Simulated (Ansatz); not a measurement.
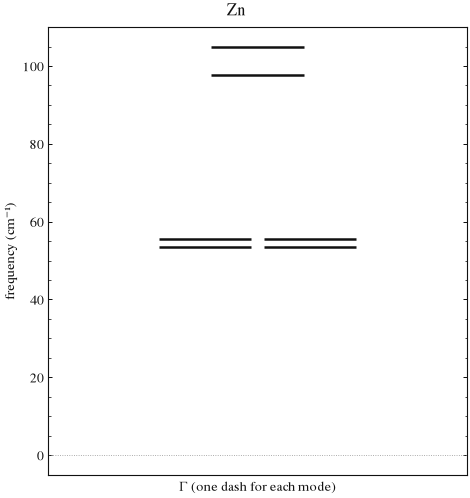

The picture above shows the zone-centre optical phonon frequencies (the three acoustic modes are left out) for Zn, space group C2/m (No. 12).

The given structure:
```
Zn
1.0
     2.28296   -1.31751    0.01039
     2.28296    1.31751    0.01039
    -1.56905    0.00000    7.66910
Zn
3
Cartesian
  0.0000 0.0000 0.0000
  -0.0305 0.0000 5.1082
  3.0274 0.0000 2.5816
```

Calculation (Ansatz 0.2.0): harmonic phonon frequencies at the zone centre with atoms at rest in the given cell, without the long-range term of polar modes, the three translations left out, imaginary frequencies are negative; plane waves with PAW datasets, Γ-centred k mesh. Level: PBE, no spin polarisation.

| setting | value |
| --- | --- |
| wave cutoff | 420 eV |
| k mesh | 18×18×6 |
| occupations | Fermi–Dirac |
| smearing width | 0.15 eV |
| pressure | 0 GPa |
| phonon method | linear response |

This calculation gives: highest mode 104.8 cm⁻¹ and lowest optical mode 53.4 cm⁻¹.

Now the cell is compressed by 4.4 % in volume, to 14.72 Å³/atom, with shape and atoms relaxed (pressure 3 GPa against 0). Predict the effect.

The highest mode rises from 104.8 to 125.5 cm⁻¹ (+20 %) and the lowest optical mode rises from 53.4 to 60.0 cm⁻¹ (+12 %). The shift of the highest mode amounts to a Grüneisen parameter of 4.02.

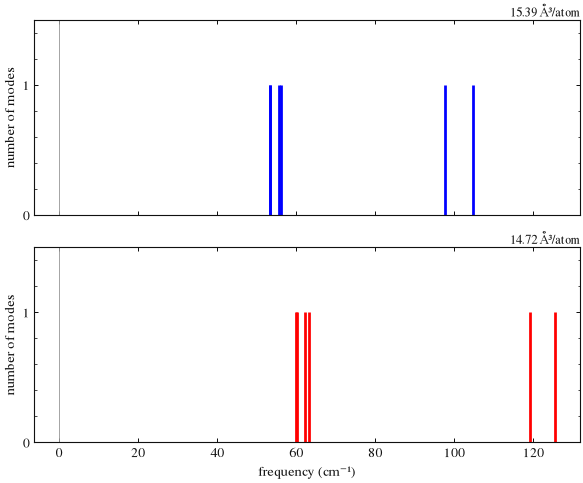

The two results together.

For both, limits of the calculation: metal sensitive to the k mesh.
